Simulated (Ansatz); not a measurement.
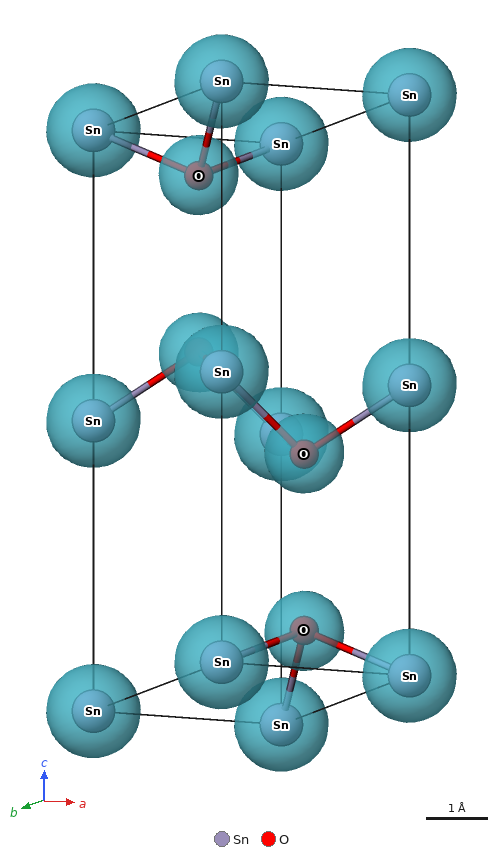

*SnO2. Isosurface of the valence pseudo-density at 1.5 e/Å³ (cyan), seen at an oblique angle. Sticks mark near contacts.*

Space group P6₃/mmc; a point of a scan over the structure, not its minimum; a structure from a database of computed crystals, not necessarily the ambient phase; changed on purpose from its base cell (mode 1 frozen in at +0.000 Å, equal normal strain along x, y and z -0.0167); not relaxed (largest force 0.6 eV/Å); computed pressure about 8 GPa in this cell; PAW files of the earlier set (soft_1).

All numbers below come from DFT PBE+D3(BJ), scalar-relativistic, plane waves, PAW in Ansatz.

The density is the valence pseudo-density of a PAW calculation; it isn't the true density close to the nuclei.

```cif
data_structure
_symmetry_space_group_name_H-M 'P 1'
_symmetry_Int_Tables_number 1
_cell_length_a 3.1577
_cell_length_b 3.1577
_cell_length_c 10.1641
_cell_angle_alpha 90.000
_cell_angle_beta 90.000
_cell_angle_gamma 120.000
_cell_volume 87.77
loop_
_atom_site_label
_atom_site_type_symbol
_atom_site_fract_x
_atom_site_fract_y
_atom_site_fract_z
_atom_site_occupancy
Sn1 Sn 0.00000 0.00000 0.50000 1
Sn2 Sn 0.00000 0.00000 0.00000 1
O1 O 0.66667 0.33333 0.40185 1
O2 O 0.66667 0.33333 0.09815 1
O3 O 0.33333 0.66667 0.59815 1
O4 O 0.33333 0.66667 0.90185 1
```

> How is the density connected at this value?

At this value the density breaks into separate islands; it holds about 60 % of the electrons treated as valence (semicore included). It bridges none of the near contacts. It is pinched off along the sampled Sn–O (2.08 Å) contacts. On the grid the lowest density along these lines, outside the cores, is 0.63 e/Å³ (Sn–O, 2.08 Å).

> Metal or insulator at this level of theory?

It is gapped, with a Kohn–Sham gap of 2.4 eV on the k-point mesh (the band edges may lie off the mesh, which would make the gap smaller).
